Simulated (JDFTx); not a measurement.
## A series of single points on MnS

System: MnS (Fm-3m, 2 atoms in the cell).
Method: Kohn-Sham DFT of a periodic cell, LDA, PseudoDojo-SR-LDA-0.4.1-standard, spin-polarised (JDFTx 1.7.0 (patched build)).

The 7 runs differ only in the geometry, by an even scaling of the cell at fixed fractional positions. The structure derives from an entry of the Crystallography Open Database.

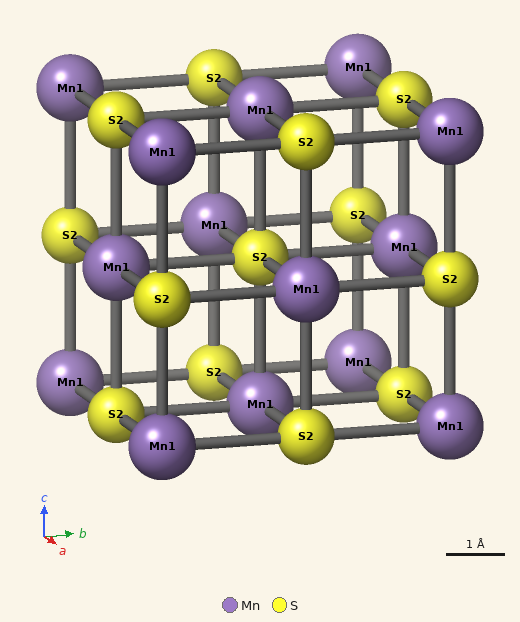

Figure 1. The structure of run 4 (ball-and-stick view of the cell 4 times as large as that of the calculation, set on its symmetry axes, seen slightly off an axis; atoms are numbered from 1 in the order of the input). An atom can appear more than once, as a periodic image.

### Input of run 4
```
lattice \
    0.0000000000     4.9217916916     4.9217916916 \
    4.9217916916     0.0000000000     4.9217916916 \
    4.9217916916     4.9217916916     0.0000000000
coords-type Lattice
ion Mn     0.0000000000     0.0000000000     0.0000000000 1
ion S      0.5000000000     0.5000000000     0.5000000000 1

ion-species pseudo/Mn.upf
ion-species pseudo/S.upf
elec-cutoff 48 384
elec-ex-corr lda-PW
kpoint-folding 7 7 7
elec-smearing Fermi 0.0018374661
elec-n-bands 19
spintype z-spin
initial-magnetic-moments Mn 4
elec-initial-magnetization 4 no
electronic-SCF nIterations 100 energyDiffThreshold 1e-09
electronic-minimize nIterations 30 energyDiffThreshold 1e-7
forces-output-coords Cartesian

dump-name run.$VAR
dump End Ecomponents EigStats BandEigs Kpoints Forces Stress
```

Command:
```bash
jdftx -c 1 -i MnS.in -o MnS.out
```

Lattice vectors (Å) and fractional positions of run 4:
```
   0.000000    2.604500    2.604500
   2.604500    0.000000    2.604500
   2.604500    2.604500    0.000000
Mn  0.000000  0.000000  0.000000
S   0.500000  0.500000  0.500000
```

Run 3 differs from it as follows:
```diff
-    0.0000000000     4.9217916916     4.9217916916 \
-    4.9217916916     0.0000000000     4.9217916916 \
-    4.9217916916     4.9217916916     0.0000000000
+    0.0000000000     4.8887585372     4.8887585372 \
+    4.8887585372     0.0000000000     4.8887585372 \
+    4.8887585372     4.8887585372     0.0000000000
```

### Results, with one run withheld

```csv
run,volume per atom (Å³),"free energy per atom, from the lowest run given (meV)",pressure (GPa)
1,16.607,0.00,−8.77
2,16.961,20.00,−9.45
3,17.314,?,?
4,17.667,65.72,−11.28
5,18.021,91.38,−12.00
6,18.374,118.49,−12.61
7,18.727,146.92,−13.20
```

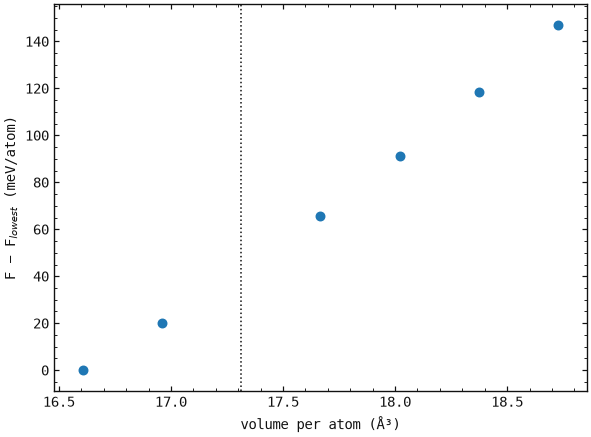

Figure 2. Free energy per atom of the runs given; the dotted line marks run 3.

What should run 3 give?

A cubic polynomial in V^(−2/3) (the Birch–Murnaghan form), fitted to the 6 runs given, misses them by at most 0.04 meV per atom. With x = V^(−2/3) − 0.14724 Å⁻², it reads F = 68.046 − 12703 x + 3.2762e+05 x² − 9.6001e+05 x³ (meV per atom). At run 3 it gives 41.93 meV per atom, and the run itself gives 41.83. The slope of the fit gives a pressure −dF/dV of −10.41 GPa there, and the run prints −10.40 GPa. The fit has no minimum inside this range.

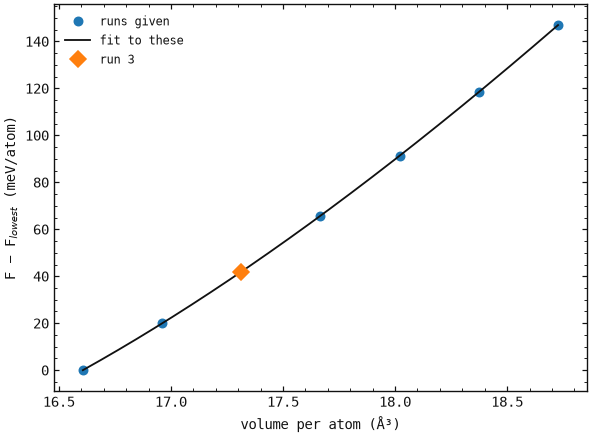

Figure 3. The fit and the withheld run.

### Some lines of the output (run 3)
```
[...]
unit cell volume = 233.682
     Etot =     -114.2835581796713740
        F =     -114.2838407410139325
	HOMO-LUMO gap: +0.004707
	Optical gap  : +0.015884 at state 24 ( [ +0.000000 +0.142857 +0.142857 ] spin -1 )
```
